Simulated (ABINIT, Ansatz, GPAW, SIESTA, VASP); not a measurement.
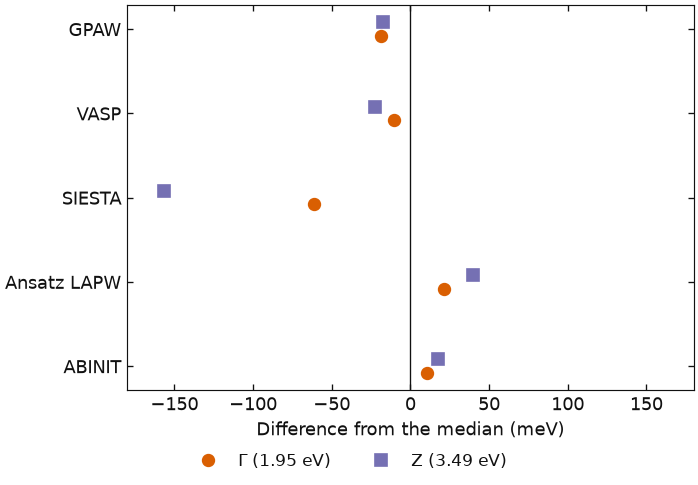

Direct gap at each named k point, for SnO, space group P1, 4 atoms in the cell, atoms moved at random, drawn with an rms of 0.05 Å; a = 3.81 Å, b = 3.81 Å, c = 4.89 Å, α = 90.00°, β = 90.00°, γ = 90.00°. Five programs ran PBEsol (no spin polarisation, no spin-orbit coupling) on the same cell and 7×7×6 k mesh. The plot shows each result less the median of the plane-wave and all-electron runs, which the legend gives. In reduced coordinates of the cell that was run, Z is (0, 0, 0.5). The smallest gap over all k points computed is less than these values: 0.59 eV in VASP, from the valence top at (0.143, 0, 0) in reduced coordinates to the conduction bottom at (0.429, 0.429, 0) in reduced coordinates.

How well do the programs agree?

Answer. The plane-wave and all-electron programs (VASP, ABINIT, Ansatz LAPW and GPAW) agree within 62 meV at these points. SIESTA departs by up to −157 meV (at Z).

```csv
program,kind,valence electrons,Γ (eV),Z (eV)
ABINIT,plane waves,40,1.960,3.504
Ansatz LAPW,all-electron,–,1.971,3.526
SIESTA,local basis,40,1.888,3.330
VASP,plane waves,40,1.939,3.464
GPAW,plane waves,40,1.931,3.469
```

Settings. PseudoDojo NC SR PBEsol v0.4.1 standard, 1143 eV cutoff, Fermi-Dirac smearing of 0.05 eV (ABINIT). all-electron LAPW, Fermi-Dirac smearing of 0.05 eV (Ansatz). PseudoDojo 0.4 standard (PBEsol files), Fermi-Dirac smearing of 0.05 eV (SIESTA 5.4.2). VASP PAW PBE potentials, release 64 (Sn_d, O), 520 eV cutoff, Fermi-Dirac smearing of 0.05 eV (VASP 6.6.1). PAW data sets generated in the run's folder for this functional, 800 eV cutoff, Fermi-Dirac smearing of 0.05 eV (GPAW 26.7.0).

LDA, GGA and most meta-GGA functionals understate gaps. The cell is a database's computed one. VASP: the PAW data sets were made with another functional. SIESTA: the basis of atomic orbitals isn't converged, which shifts gaps and empty levels.
